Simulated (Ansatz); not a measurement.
# Band gap of LaGaO3 (R-3c) from density functionals to GW, part 2 of 2

What gap does each level of theory give for LaGaO3 (R-3c), and in what time?

Ansatz 0.2.0; density functionals, hybrids and G0W0, plane waves, PAW. Known limits of the many-body steps: finite bands, screening cutoff and k mesh; no spin-orbit coupling in G0W0; d shells not analysed.

So far. Step 5 (HSE06 on the 4×4×4 mesh): Over mesh and listed points the gap is 5.384 eV, from k = (0.338, -0.338, 0.000) to k = Γ. The least direct gap found is 5.520 eV, at k = Γ. On the 4×4×4 mesh alone the same run gives 5.396 eV, so that mesh misses an edge of HSE06: 5.396 − 5.384 = +0.012 eV. HSE06 against LDA: 5.384 − 3.499 = +1.885 eV. The runs also differ in mesh (6×6×6 and 4×4×4), so how much of this comes from the functional alone is not known.

In doubt: masses and optical values from hybrid runs of this build are listed as unsure (step 8), which bears on the screening that GW takes from such a start.

## (7) G0W0@LDA, 4×4×4 mesh, 653 empty bands, screening to 180 eV

G0W0 replaces the xc potential by a self-energy built once from the orbitals of the start. Levels are corrected in the window of bands that the input names, at points of the mesh.

This step: G0W0 on LDA, plane waves, PAW.

Input file input.yaml:

```yaml
crystal:
  lattice:
    - [2.77145, 1.6000974035, 4.4776]
    - [-2.77145, 1.6000974035, 4.4776]
    - [0.0, -3.2001948071, 4.4776]
  atoms:
    - { symbol: La, position: [0.25, 0.25, 0.25] }
    - { symbol: La, position: [0.75, 0.75, 0.75] }
    - { symbol: Ga, position: [0.0, 0.0, 0.0] }
    - { symbol: Ga, position: [0.5, 0.5, 0.5] }
    - { symbol: O, position: [0.8048, 0.6952, 0.25] }
    - { symbol: O, position: [0.25, 0.8048, 0.6952] }
    - { symbol: O, position: [0.6952, 0.25, 0.8048] }
    - { symbol: O, position: [0.1952, 0.3048, 0.75] }
    - { symbol: O, position: [0.75, 0.1952, 0.3048] }
    - { symbol: O, position: [0.3048, 0.75, 0.1952] }
kpoints:
  mp_grid: { grid: [4, 4, 4] }
hamiltonian:
  xc: lda
scf:
  occupations: { method: fixed }
gw:
  n_empty_bands: 653
  ecut_chi: 180.0
  qp_bands: [v3, c3]
  qp_kpoints: band_edges
  screening: { model: contour_deformation }
```

Launch:

```
ansatz run input.yaml --threads 3 --pin off --max-ram 92160MiB --backend cuda --events-out ev --progress --plain --runs-dir out --devices 1 --max-vram 13GiB
```

Numbers of over 12 decimals in the logs are rounded to 6 here.

The program printed:

```text
GPUs: using 1 of 1 available (devices: 1).
[...]
GPU FFT provider: cuFFT
GPU libraries: cuBLAS 13.8.2, cuFFT 12.4.0, cuSOLVER 12.3.4
Crystal: 10 atoms, lattice volume = 119.138 Å³
Basis set: ecut = 420 eV, 2319 PW (Γ)
Bands: 52, of which v1, the nominal top of the filled ones, is band 42 counted from 1 (41 counted from 0)
Symmetry: 12 space group operations
[...]
k-points: 13 of 64
[...]
12    41     10.2059   -25.9879     4.2974   -21.0588  0.7556     9.5692     9.5742  root
    12    42     10.2059   -25.9879     4.2974   -21.0588  0.7556     9.5692     9.5742  root
    12    43     15.2007   -19.6078   -10.0843   -33.3989  0.7196    19.5550    18.9076  root ?
    12    44     15.2007   -19.6078   -10.0843   -33.3989  0.7196    19.5550    18.9076  root ?
    12    45     15.2174   -19.0624    -9.8173   -32.4681  0.7225    19.4197    18.8058  root ?
[key lines of the parts left out:]
SCF converged after 7 iterations
Free energy (F): -22910.586073 eV
Fermi energy:    10.735193 eV
```

Wall time 92 s (1 × NVIDIA H100 80GB HBM3 (shared by 6 runs) with 3 threads of AMD EPYC 7R13 (Zen 3), shared host); peak memory 2.4 GiB; 2.5 min of CPU time.

This step gave:

```yaml
bands_summed: 695
rpa_eps_infinity_on_this_mesh_eigenvalues: 4.889, 5.078, 5.078
plane_waves_in_the_screening_matrix: 645
g0w0_gap_over_the_corrected_points: 5.206 eV
k_of_the_valence_top: 0, -0.5, -0.5
k_of_the_conduction_bottom: 0, 0, 0
starting_gap_on_the_mesh: 3.499 eV
z_at_the_valence_top: 0.7552
z_at_the_conduction_bottom: 0.8161
least_direct_g0w0_gap_over_the_corrected_points: 5.327 eV
```

Over all 13 irreducible mesh points the G0W0 gap is 5.206 eV, from k = (0.000, -0.500, -0.500) to k = Γ. The LDA gap of this run on the mesh is 3.499 eV. The two states that bound the G0W0 gap lie that far apart at the start, so the correction of the gap is 5.206 − 3.499 = +1.707 eV. The program marks 35 of the 78 corrected levels as in doubt (energies apart, Σc rises), neither edge state among them.

## (8) G0W0@HSE06, 4×4×4 mesh, 653 empty bands, screening to 180 eV

This step: G0W0 on HSE06, plane waves, PAW.

input.yaml: that of step 7 with these lines changed.

```diff
@@ -19,3 +19,3 @@
 hamiltonian:
-  xc: lda
+  xc: hse06
 scf:
```

The program printed:

```text
GPUs: using 1 of 1 available (devices: 1).
[...]
GPU FFT provider: cuFFT
GPU libraries: cuBLAS 13.8.2, cuFFT 12.4.0, cuSOLVER 12.3.4
Crystal: 10 atoms, lattice volume = 119.138 Å³
Basis set: ecut = 420 eV, 2319 PW (Γ)
Bands: 52, of which v1, the nominal top of the filled ones, is band 42 counted from 1 (41 counted from 0)
Symmetry: 12 space group operations
[...]
k-points: 13 of 64
[...]
11    45     17.5210   -17.9249    -7.4073   -28.1950  0.7991    20.4955    20.3837  root ?
[...]
12    42      9.5157   -26.0992     3.9293   -22.0483  0.7926     9.3940     9.3942  root
    12    43     17.2089   -13.2569    -5.9036   -20.8960  0.8216    18.9733    18.9443  root
    12    44     17.2089   -13.2569    -5.9036   -20.8960  0.8216    18.9733    18.9443  root
    12    45     17.2089   -13.2569    -5.9036   -20.8960  0.8216    18.9733    18.9443  root
[key lines of the parts left out:]
Free energy (F): -23491.862509 eV
Fermi energy:    10.047656 eV
```

Run time: 2.5 min. Hardware: 1 × NVIDIA H100 80GB HBM3 (shared by 6 runs) with 3 threads; peak memory 2.7 GiB.

Numbers from this step:

```
bands summed                                    : 695
RPA ε∞ on this mesh (eigenvalues)               : 3.785, 3.913, 3.913
plane waves in the screening matrix             : 645
G0W0 gap over the corrected points              : 6.083 eV
k of the valence top                            : 0, -0.5, -0.5
k of the conduction bottom                      : 0, 0, 0
starting gap on the mesh                        : 5.396 eV
Z at the valence top                            : 0.7921
Z at the conduction bottom                      : 0.8466
least direct G0W0 gap over the corrected points : 6.193 eV
```

Over all 13 irreducible mesh points the G0W0 gap is 6.083 eV, from k = (0.000, -0.500, -0.500) to k = Γ. The HSE06 gap of this run on the mesh is 5.396 eV. The two states that bound the G0W0 gap lie that far apart at the start, so the correction of the gap is 6.083 − 5.396 = +0.687 eV. G0W0@HSE06 against G0W0@LDA with 695 bands: 6.083 − 5.206 = +0.877 eV, with the same mesh, files and cutoffs, and both edges at the same k points. The program marks 3 of the 78 corrected levels as in doubt (energies apart), neither edge state among them.

## (9) G0W0@r2SCAN, 4×4×4 mesh, 653 empty bands, screening to 180 eV

This step: G0W0 on r2SCAN, plane waves, PAW.

input.yaml: that of step 8 with these lines changed.

```diff
@@ -19,3 +19,3 @@
 hamiltonian:
-  xc: hse06
+  xc: r2scan
 scf:
```

The program printed:

```text
GPUs: using 1 of 1 available (devices: 1).
[...]
GPU FFT provider: cuFFT
GPU libraries: cuBLAS 13.8.2, cuFFT 12.4.0, cuSOLVER 12.3.4
Crystal: 10 atoms, lattice volume = 119.138 Å³
Basis set: ecut = 500 eV, 3035 PW (Γ), exchange–correlation on 180×180×180 points (64 copies of the dense FFT grid, shifted against one another)
Bands: 52, of which v1, the nominal top of the filled ones, is band 42 counted from 1 (41 counted from 0)
[...]
12    41     10.2740   -26.1418     4.2099   -21.3852  0.7713     9.7240     9.7273  root
    12    42     10.2740   -26.1418     4.2099   -21.3852  0.7713     9.7240     9.7273  root
    12    43     15.9684   -18.8609    -8.8224   -31.0409  0.7479    19.6998    19.3261  root ?
    12    44     15.9684   -18.8609    -8.8224   -31.0409  0.7479    19.6998    19.3261  root ?
    12    45     15.9684   -18.8609    -8.8224   -31.0409  0.7479    19.6998    19.3261  root ?
[key lines of the parts left out:]
SCF converged after 7 iterations
Free energy (F): -23535.408884 eV
Fermi energy:    10.797391 eV
```

Run time: 91 s. Hardware: 1 × NVIDIA H100 80GB HBM3 (shared by 6 runs) with 3 threads; peak memory 2.5 GiB.

This step gave:

- bands summed: 695
- RPA ε∞ on this mesh (eigenvalues): 4.253, 4.422, 4.422
- plane waves in the screening matrix: 645
- G0W0 gap over the corrected points: 5.590 eV
- k of the valence top: 0, -0.5, -0.5
- k of the conduction bottom: 0, 0, 0
- starting gap on the mesh: 4.369 eV
- Z at the valence top: 0.7710
- Z at the conduction bottom: 0.8312
- least direct G0W0 gap over the corrected points: 5.705 eV

Over all 13 irreducible mesh points the G0W0 gap is 5.590 eV, from k = (0.000, -0.500, -0.500) to k = Γ. The r2SCAN gap of this run on the mesh is 4.369 eV. The two states that bound the G0W0 gap lie that far apart at the start, so the correction of the gap is 5.590 − 4.369 = +1.221 eV. G0W0@r2SCAN against G0W0@HSE06 with 695 bands: 5.590 − 6.083 = −0.493 eV. The runs also differ in plane-wave cutoff (420 eV and 500 eV), so how much of this comes from the start alone is not known. The program marks 35 of the 78 corrected levels as in doubt (energies apart), neither edge state among them.

## (10) Gap and time by level

Each gap is the least one over the points named; times are wall times on shared hosts, not benchmarks. A G0W0 time includes the run's own self-consistent start. Runs with listed points see these and the mesh alone, so an edge that moves elsewhere is missed. Rows marked * are further runs, not shown as steps, whose inputs differ from the G0W0 step on the same start in the columns given; solver thresholds can differ too.

```
      level   mesh       files, cutoff  bands summed, screening                          points  gap (eV)              valence top  conduction bottom  least direct gap (eV)     time
        LDA  6×6×6  soft_2 PAW, 420 eV                        -                   mesh and path     3.499   (0.338, -0.338, 0.000)                  Γ                  3.648     12 s
    LDA+SOC  6×6×6  soft_2 PAW, 420 eV                        -          mesh and listed points     3.499   (0.338, -0.338, 0.000)                  Γ                  3.629     14 s
     r2SCAN  6×6×6  soft_2 PAW, 500 eV                        -          mesh and listed points     4.362   (0.338, -0.338, 0.000)                  Γ                  4.508    9.2 s
      HSE06  4×4×4  soft_2 PAW, 420 eV                        -          mesh and listed points     5.384   (0.338, -0.338, 0.000)                  Γ                  5.520     56 s
       PBE0  4×4×4  soft_2 PAW, 420 eV                        -          mesh and listed points     6.118   (0.338, -0.338, 0.000)                  Γ                  6.253     49 s
  G0W0@LDA*  4×4×4  soft_2 PAW, 420 eV               149, 54 eV  all 13 irreducible mesh points     5.278  (0.000, -0.500, -0.500)                  Γ                  5.368     23 s
  G0W0@LDA*  4×4×4  soft_2 PAW, 420 eV              345, 108 eV  all 13 irreducible mesh points     5.189  (0.000, -0.500, -0.500)                  Γ                  5.300     40 s
   G0W0@LDA  4×4×4  soft_2 PAW, 420 eV              695, 180 eV  all 13 irreducible mesh points     5.206  (0.000, -0.500, -0.500)                  Γ                  5.327     92 s
  G0W0@LDA*  2×2×2  soft_2 PAW, 420 eV              345, 108 eV   all 4 irreducible mesh points     5.127  (0.000, -0.500, -0.500)                  Γ                  5.246     11 s
 G0W0@HSE06  4×4×4  soft_2 PAW, 420 eV              695, 180 eV  all 13 irreducible mesh points     6.083  (0.000, -0.500, -0.500)                  Γ                  6.193  2.5 min
G0W0@r2SCAN  4×4×4  soft_2 PAW, 500 eV              695, 180 eV  all 13 irreducible mesh points     5.590  (0.000, -0.500, -0.500)                  Γ                  5.705     91 s
```

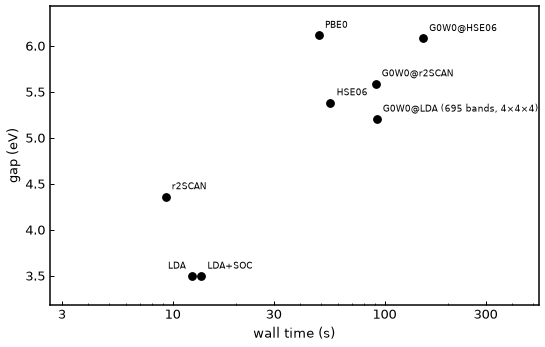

Gap against wall time for the runs shown as steps.

## (11) Outcome

```
LDA, over mesh and path                                          : 3.499 eV
LDA+SOC, over mesh and listed points                             : 3.499 eV
r2SCAN, over mesh and listed points                              : 4.362 eV
HSE06, over mesh and listed points                               : 5.384 eV
PBE0, over mesh and listed points                                : 6.118 eV
G0W0@LDA (695 bands, 4×4×4), over all 13 irreducible mesh points : 5.206 eV
G0W0@HSE06, over all 13 irreducible mesh points                  : 6.083 eV
G0W0@r2SCAN, over all 13 irreducible mesh points                 : 5.590 eV
known limits                                                     : finite bands, screening cutoff and k mesh; no spin-orbit coupling in G0W0; d shells not analysed
```

**Reading.** The rows run from 3.499 eV (LDA+SOC) to 6.118 eV (PBE0). They differ in mesh, plane-wave cutoff, bands and screening cutoff of G0W0 and the points over which the gap was sought as well as in level, so only pairs that share these are like for like. LDA+SOC against LDA: 3.499 − 3.499 = +0.000 eV, with the same mesh, set of files (read in its fully relativistic form for the spin-orbit run) and cutoff, and both edges at the same k points. The spin-orbit run sees mesh and listed points alone, so its gap is an upper bound: the coupling can move an edge off these points, and the change over the zone, its sign included where it is small, is not known. PBE0 against HSE06: 6.118 − 5.384 = +0.734 eV, with the same mesh, files and cutoff, and both edges at the same k points. G0W0@HSE06 against G0W0@LDA with 695 bands: 6.083 − 5.206 = +0.877 eV, with the same mesh, files and cutoffs, and both edges at the same k points. G0W0@LDA (695 bands, 4×4×4) moves the gap of its own start on the mesh by 5.206 − 3.499 = +1.707 eV, between the same two levels. Over mesh and path, LDA puts the valence top at k = (0.338, -0.338, 0.000), which is no corrected point. The start's gap on the mesh of the G0W0 run, 3.499 eV, is no wider than the 3.499 eV found there (the runs differ in mesh (6×6×6 and 4×4×4)), so it is not shown that this mesh misses an edge. Levels at other points were not corrected, so a lower G0W0 gap elsewhere in the zone is not ruled out. G0W0@HSE06 moves the gap of its own start on the mesh by 6.083 − 5.396 = +0.687 eV, between the same two levels. Over mesh and listed points, HSE06 puts the valence top at k = (0.338, -0.338, 0.000), where no G0W0 correction was computed. The G0W0 gap over the whole zone is therefore not known from this run; at its settings it can only be equal to or under the 6.083 eV found, and no correction is carried over from another point. For the start itself the gap is 5.384 eV over mesh and listed points and 5.396 eV on the mesh of the G0W0 run. G0W0@r2SCAN moves the gap of its own start on the mesh by 5.590 − 4.369 = +1.221 eV, between the same two levels. Over mesh and listed points, r2SCAN puts the valence top at k = (0.338, -0.338, 0.000), where no G0W0 correction was computed. The G0W0 gap over the whole zone is therefore not known from this run; at its settings it can only be equal to or under the 5.590 eV found, and no correction is carried over from another point. For the start itself the gap is 4.362 eV over mesh and listed points and 4.369 eV on the mesh of the G0W0 run, in runs that differ in mesh (6×6×6 and 4×4×4). What spin-orbit coupling does to the G0W0 levels was not computed, so no sum with the G0W0 gap is formed. For G0W0@LDA: from 149 bands and 54 eV to 695 bands and 180 eV the gap moves by 5.206 − 5.278 = −0.072 eV (rung by rung 5.278, 5.189, 5.206 eV); bands and screening cutoff rise together, so their parts are not told apart. The gap turns back along the series (5.278, 5.189, 5.206 eV), so no line is drawn and the limit is not known. The other G0W0 rows are shown at one basis each (695 bands), so their distance from the limit is not known here. With the 2×2×2 mesh in place of the 4×4×4 mesh and all else as in the G0W0@LDA row with 345 bands, the gap differs by 5.127 − 5.189 = −0.062 eV, and that of the start by 3.475 − 3.499 = −0.024 eV. For G0W0@LDA (695 bands, 4×4×4): the program marks 35 of the 78 corrected levels as in doubt (energies apart, Σc rises), neither edge state among them. For G0W0@HSE06: the program marks 3 of the 78 corrected levels as in doubt (energies apart), neither edge state among them. For G0W0@r2SCAN: the program marks 35 of the 78 corrected levels as in doubt (energies apart), neither edge state among them. The G0W0 runs are scalar-relativistic. One-shot GW is known to converge slowly in bands for compounds with shallow d shells. The cell holds Ga; the filling of the d shell and its place against the gap were not analysed here. The cell holds La; where the f levels lie against the gap was not analysed here. G0W0@LDA runs of this series with other atomic data on the same mesh, not shown as steps, give 5.288 eV (hard PAW, 1020 eV, 1018 bands, screening to 234 eV); where bands and cutoffs differ too, the part of the files is not isolated.

[Paths, hosts, dates, memory and timing lines, banners, echoed tables and standing remarks are left out of the program output.]

[Logs are printed without paths, hosts, clocks, repeated set-up lines and the standing remarks that a program may print on its own settings, such as how far it seeks lower states.]

[Runs of the session that timed out or met a known fault of the program may be left out.]

[Cells called generated may have been cut or substituted from an entry of the Crystallography Open Database or the Materials Project.]

[Hosts, paths, dates, database ids (printed as entryN), source tags and the programs' standing remarks are cut or masked in the printed files.]

[Where an RPA ε∞ is given, it is that of the G0W0 mesh and is not shown converged in it. Names of k-points follow the symmetry that the program found, which can be lower than the space group named. Band edges on a path are those of the sampled points; other points can move an edge, and change direct to indirect where valleys lie close.]

[Hybrid gaps are those of their k-mesh and are not shown converged in it.]
